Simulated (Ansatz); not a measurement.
```
Ge
1.0
     3.99759    0.00000    0.00000
    -1.99879    3.46201    0.00000
     0.00000    0.00000    6.59938
Ge
4
Cartesian
  1.9988 1.1540 0.4151
  0.0000 2.3080 3.7148
  1.9988 1.1540 2.8846
  0.0000 2.3080 6.1843
```

Space group P6_3/mmc. This isn't the usual form at ambient conditions. The cell comes from a database of computed structures, not from a measurement.

Level of theory: DFT LDA, scalar-relativistic, plane waves, PAW in Ansatz 0.2.0.

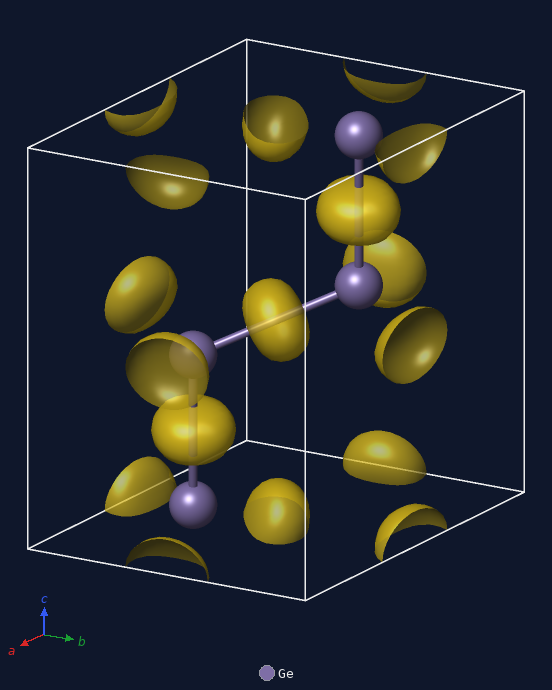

Ge. Bonding charge density, ρ(crystal) − Σ ρ(neutral atoms): yellow surfaces at +0.06, none at −0.06 e/Å³, in the conventional cell seen at an oblique angle (the regions close to the nuclei are left out). Cores are masked to 0.8 Å (Ge).

Core electrons are frozen (PAW), so the fields are smoothed inside the atomic spheres.

Describe the bonding charge.

Ge–Ge (2.45 Å): Δρ is +0.14 e/Å³ at the midpoint, where it peaks: a build-up of bond charge.
- Over the whole cell, outside the masked cores, the largest gain, 0.14 e/Å³, lies 1.2 Å from a germanium nucleus, and the largest loss lies at the edge of the masked core of Ge.
- The rearranged charge, half the integral of |Δρ|, is about 0.24 e an atom.
